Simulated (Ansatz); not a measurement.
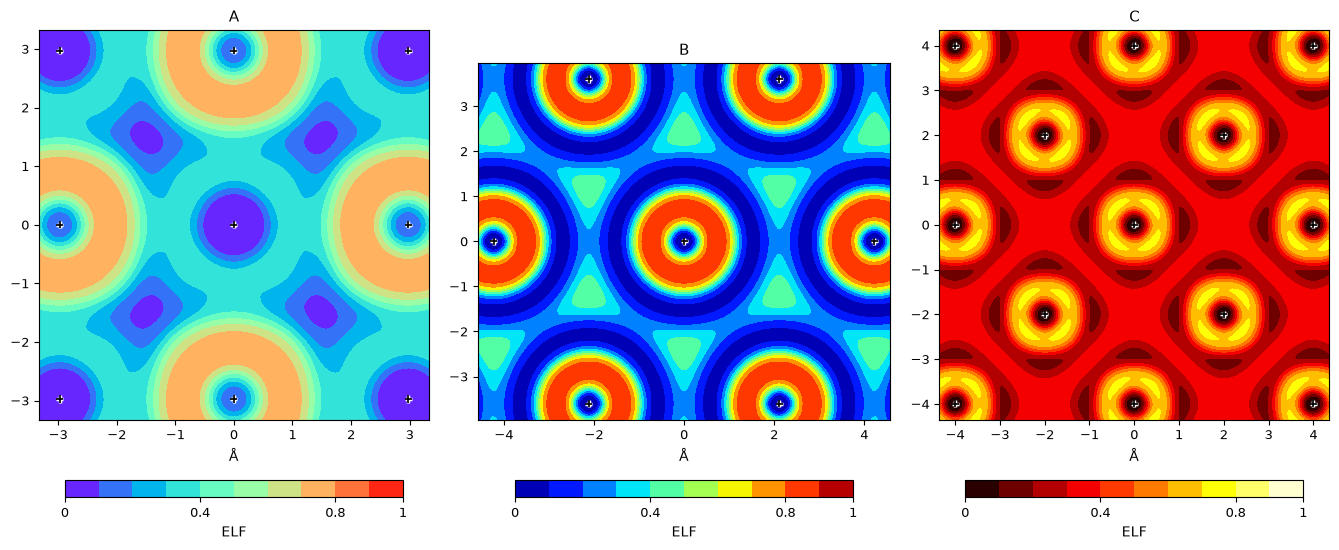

The electron localisation function of 3 systems, each on a plane through atoms (crosses mark nuclei in the plane).

These are results of DFT PBEsol, scalar-relativistic, plane waves, PAW in Ansatz, not measurements.

System 1: W, the (001) plane of the conventional cell. Space group Fm-3m.

System 2: Sr, the (101̄) plane of the conventional cell. Space group Immm; changed on purpose from its base cell (uniaxial strain along a, b, c and atoms relaxed: +1.0 %).

System 3: SnSe, the (010) plane of the conventional cell. Space group Fm-3m.

```
Sn Se
1.0
     4.20492    2.42771   -3.43330
     0.00000    4.85542    3.43330
     4.20492   -2.42771    3.43330
Sn Se
4 4
Direct
  0.50000 0.00000 0.00000
  0.00000 0.00000 0.50000
  0.00000 0.50000 0.00000
  0.50000 0.50000 0.50000
  0.00000 0.00000 0.00000
  0.50000 0.00000 0.50000
  0.50000 0.50000 0.00000
  0.00000 0.50000 0.50000
```

### Which map belongs to which system?

Panel A is system 3, SnSe: the plane holds Sn and Se. Sn–Se (2.97 Å): the ELF is about 0.40 at the midpoint. Panel B is system 2, Sr: the plane holds Sr. Sr–Sr (4.18 Å): the ELF is about 0.25 at the midpoint: no localised pair shows between them. Panel C is system 1, W: the plane holds W. W–W (2.83 Å): the ELF is about 0.35 at the midpoint.
